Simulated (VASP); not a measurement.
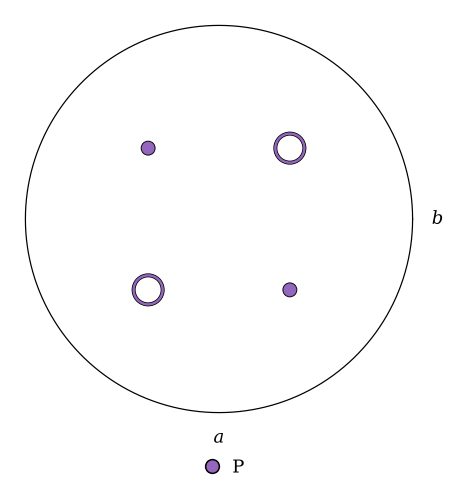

Directions from one indium atom at (0, 0, 0) to its bonded neighbours, in stereographic projection down c (filled: above the plane of the page or in it, open: below). Crystal: InP, an entry of the Crystallography Open Database, as set up for an electronic-structure calculation. All values are computed from the atomic coordinates in the standard setting (tolerance 0.002 Å).

Neighbours are counted up to 3.04 Å for P.

```yaml
crystal:
  lattice:
    - [5.86100, 0.00000, 0.00000]
    - [0.00000, 5.86100, 0.00000]
    - [0.00000, 0.00000, 5.86100]
  atoms:
    - { symbol: In, position: [0.00000, 0.00000, 0.00000] }
    - { symbol: P, position: [0.25000, 0.25000, 0.25000] }
    - { symbol: In, position: [0.00000, 0.50000, 0.50000] }
    - { symbol: P, position: [0.25000, 0.75000, 0.75000] }
    - { symbol: In, position: [0.50000, 0.00000, 0.50000] }
    - { symbol: P, position: [0.75000, 0.25000, 0.75000] }
    - { symbol: In, position: [0.50000, 0.50000, 0.00000] }
    - { symbol: P, position: [0.75000, 0.75000, 0.25000] }
```

How many neighbours are there, and at what angles?

4: 4 P at 2.54 Å. Angles between bonds: 109° (6×).

What is the site's symmetry in the crystal?

Point group -43m (Td), order 24: three −4 axes, four threefold axes, six mirror planes. In F-43m (No. 216) this is Wyckoff position 4a.
